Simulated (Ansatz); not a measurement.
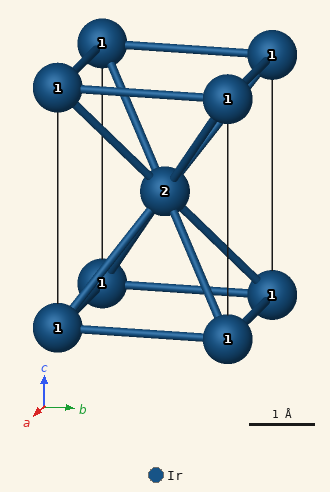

**Figure 1.** The input geometry (ball-and-stick view of the reduced cell, seen slightly off an axis; atoms are numbered from 1 in the order of the input). Near neighbours in the crystal (not all of them lie inside the picture): Ir has 12 Ir at 2.72 Å.

## Single-point calculation of Ir

Ir (I4/mmm, 2 atoms in the cell), computed with DFT, r2SCAN, plane waves, PAW, no spin polarisation (Ansatz 0.2.0).

The structure derives from a Materials Project entry. Figures and captions count atoms from 1; the log counts them from 0 in places.

### Output
```
band count auto-derived: 22 (N_el = 34.0; filled up to band 17; 21 by the electrons, moments and atoms)
Engine: ansatz 0.2.0, x86_64-unknown-linux-gnu
Pseudopotentials: kind: paw
Pseudopotential: Ir, paw, valence charge 17, recommended cutoff 500 eV (meta_gga), Ir.paw.azcp
Functional definition: r2SCAN
  parameter k0 = 0.174
  parameter k1 = 0.065
  parameter a1 = 4.9479
  exchange = r2scan_x(k0 = k0, k1 = k1, a1 = a1)
  correlation = r2scan_c
Crystal: 2 atoms, lattice volume = 28.447 Å³
Basis set: ecut = 500 eV, 699 PW (Γ), exchange–correlation on 120×120×80 points (64 copies of the dense FFT grid, shifted against one another)
Bands: 22, of which v1, the nominal top of the filled ones, is band 17 counted from 1 (16 counted from 0)
Symmetry: 16 space group operations
Space group: I4/mmm (ITA 139), of the structure as read, at distance tolerance 3.1e-5 Å
k-points: 225 of 1458
Non-local potential: Ir, projectors of the file, l = 0: 3, l = 1: 2, l = 2: 2, l = 3: 1
PAW form: soft (Blöchl's): semilocal exchange-correlation on the pseudo side does not see the compensation charge
PAW frozen core: Ir, regenerated for the run's functional (the file was generated under x = pbe(κ = 0.804, μ = 0.2195149727645171), c = pbe(β = 0.06672455060314922))
PAW one-centre angular grid: Ir, 590 points (default); XC on 160 Gauss nodes
Initial density: superposition of atomic densities (neutral atoms: chi_scale 0, normalization atom), corrected by the library's trained network
Initial wavefunctions: pseudopotential atomic-orbital guess
Functional: x = r2scan, c = r2scan; τ floored in thin density (d = 2e-4 eV/Å³)
SCF iter   1: F=—  HF=-23897.509935 eV  |F-HF|=—  |Δ(HF+E_count)|=         —  Δρ=1.11e-2  dr2=1.68e-2  dr2_τ=7.36e-2  ethr=1.77e-3  ⟨swp⟩=4.7  Hψ=19254  notcnv=0
preconditioner: auto → none  [metal: Δε(μ)=0.016 eV  Ē_g=9.931 eV  σ=0.200 eV  W_gap=0.02  n_scr=6 (ndim 8)  ℏωp=29.5 eV  f_vac=0.000  D(μ)=1.86/eV (n_scr^D=20)  sad-step TF]
SCF iter   2: F=—  HF=-23897.563184 eV  |F-HF|=—  |Δ(HF+E_count)|=   5.32e-2  Δρ=6.63e-3  dr2=6.20e-3  dr2_τ=7.46e-4  ethr=4.95e-5  ⟨swp⟩=2.0  Hψ=8740  notcnv=0
SCF iter   3: F=—  HF=-23897.563770 eV  |F-HF|=—  |Δ(HF+E_count)|=   5.86e-4  Δρ=8.10e-4  dr2=1.49e-4  dr2_τ=4.36e-5  ethr=1.82e-5  ⟨swp⟩=2.0  Hψ=7030  notcnv=0
SCF iter   4: F=—  HF=-23897.563769 eV  |F-HF|=—  |Δ(HF+E_count)|=   1.32e-6  Δρ=1.45e-4  dr2=2.94e-6  dr2_τ=1.40e-6  ethr=4.39e-7  ⟨swp⟩=2.0  Hψ=7348  notcnv=0
SCF iter   5: F=—  HF=-23897.563774 eV  |F-HF|=—  |Δ(HF+E_count)|=   5.27e-6  Δρ=4.54e-5  dr2=3.21e-7  dr2_τ=7.47e-8  ethr=8.64e-9  ⟨swp⟩=2.7  Hψ=9208  notcnv=0
SCF iter   6: F=-23897.563775 eV  HF=-23897.563774 eV  |F-HF|=3.68e-8  |Δ(HF+E_count)|=   4.10e-7  Δρ=1.47e-5  dr2=3.79e-8  dr2_τ=2.13e-9  ethr=2.94e-10  ⟨swp⟩=5.0  Hψ=19243  notcnv=0
SCF 1 converged in 6 iterations: F = -23897.563775 eV  dr2 = 3.79e-8
  greatest PAW one-centre occupation: 1.000 electrons in one spin orbital (limit 2), on the Ir atom at site 1 (counted from 0), in its partial waves of l = 0
SCF converged after 6 iterations
Free energy (F): -23897.563775 eV
Harris-Foulkes:  -23897.563774 eV  (|F-HF|=3.68e-8)
Internal energy: -23897.318679 eV  (E = F + TS)
E sigma→0 (E₀):  -23897.441227 eV
Entropy (-TS):   -0.245096 eV (-122.548 meV/atom)
Fermi energy:    25.375585 eV
--- Per-component energies (eV) ---
  E_band       = -206.048304
  E_kinetic    = 1247.076284
  E_local      = -2145.091351  (includes V_loc(G=0)·N_el)
  E_nonlocal   = 147.956451
  E_hartree    = 824.564266
  E_xc         = -510.918998
  E_vxc        = -667.124134  (∫ρ·V_xc dr)
  E_paw        = -18499.442513  (= ΣΔE_a)
  E_vpaw       = -479.420138  (= ΣTr[D̂ρ^β])
  E_aug_tail   = -0.000033  (compensation charges beyond the density's cutoff)
  E_vtau       = 41.418491  (kinetic-family band-sum trace: ∫τ·v_τ [+ j·A + Jᵃ·Aᵃ] dr)
  E_ewald      = -4960.828998
  E_core_change = -0.633787  (= ΣΔE_core)
  E_smearing   = -0.245096  (= −TS)
  E_closure    = 0.000000  (closes the sum)
  Σ components = -23897.563775   (vs F -23897.563775, Δ=0.00e0)
--- Forces (eV/Å), atoms counted from 1 ---
  atom   1  Ir    -0.00000000     0.00000000     0.00000000
  atom   2  Ir     0.00000000     0.00000000     0.00000000
  max |Σ_I F_I| component: 2.37e-30 eV/Å
--- Stress (GPa, compression-positive) ---
        0.307910      -0.000000       0.000000
       -0.000000       0.307912       0.000000
        0.000000       0.000000       1.257606
  P = ⅓ Tr σ = 0.6245 GPa (6.245 kbar)
--- Band table (eV; the first three rows and the last of 225) ---
  k-point 0: bands = ["-69.5036", "-69.4114", "-26.1094", "-25.6737", "-25.6438", "-25.3931", "-25.3564", "-25.3509", "14.2419", "17.4662", "18.0346", "21.2813", "21.5637", "21.5649", "23.9937", "24.1183", "25.0572", "25.9068", "26.8454", "28.9512", "35.6170", "37.7632"]
  k-point 1: bands = ["-69.4952", "-69.4114", "-26.0705", "-25.7168", "-25.6439", "-25.4670", "-25.3833", "-25.3756", "14.7955", "17.8645", "18.4302", "20.9000", "21.8549", "21.8608", "23.5585", "23.5586", "24.3033", "25.2550", "26.8180", "30.6412", "34.6912", "37.4564"]
  k-point 2: bands = ["-69.4824", "-69.4113", "-26.0107", "-25.7793", "-25.6460", "-25.5732", "-25.4244", "-25.4185", "15.6509", "18.4378", "19.0574", "20.3468", "22.1471", "22.2658", "22.3454", "23.0618", "24.3746", "24.5952", "26.8087", "32.2357", "34.1698", "36.8813"]
  k-point 224: bands = ["-69.4347", "-69.4347", "-25.9438", "-25.9438", "-25.6988", "-25.6988", "-25.4650", "-25.4650", "18.8908", "18.8908", "20.3114", "20.3114", "20.7222", "20.7222", "22.8536", "22.8536", "24.0259", "24.0259", "28.3996", "28.3996", "37.5755", "37.5755"]
```

This output came from the following input.

### Input
```yaml
crystal:
  lattice:
    - [3.8492788677, 0.0, -1.0e-10]
    - [0.0, 3.8492788677, 0.0]
    - [-1.9246394338, 0.0, 1.9198889802]
  atoms:
    - { symbol: Ir, position: [0.0, 0.0, 0.0] }
    - { symbol: Ir, position: [0.5, 0.5, 0.0] }
basis:
  ecutwfc: 500
kpoints:
  mp_grid: { grid: [9, 9, 18], shift: [0.5, 0.5, 0.5] }
hamiltonian:
  xc: r2scan
scf:
  occupations: { method: fermi_dirac, width: 0.2 }
output:
  forces: true
  eigenvalues: true
  stress: true
```

Command:
```bash
ansatz run input.yaml --threads 8 --pin off --max-ram 20480MiB --backend cpu --events-out ev --progress --plain --runs-dir out
```

### Results in brief

```json
{"quantity": "outcome", "value": "converged"}
{"quantity": "space group (tolerance 0.01 Å)", "value": "I4/mmm (139)"}
{"quantity": "electrons treated", "value": "34"}
{"quantity": "free energy", "value": "−23897.5638 eV"}
{"quantity": "Fermi energy", "value": "25.376 eV"}
{"quantity": "gap on the k-point mesh", "value": "none (metallic)"}
{"quantity": "pressure", "value": "0.62 GPa"}
{"quantity": "largest force (length of the vector)", "value": "under 0.001 eV/Å"}
{"quantity": "hardware", "value": "8 threads of Intel Xeon @ 2.70GHz, 189 GiB of memory available, shared host"}
{"quantity": "wall time", "value": "2.5 s (CPU time 14 s)"}
{"quantity": "peak memory", "value": "0.55 GiB"}
```

### Notes

Settings chosen away from the usual ones: scf.occupations.method set to fermi_dirac (from gaussian); scf.occupations.width set to 0.2 (from 0.1); kpoints.mp_grid.shift set to [0.5, 0.5, 0.5]. These settings are looser than, or depart from, a standard set-up, so the numbers are not reference values for this system. Spin–orbit coupling is left out, which matters for Ir.
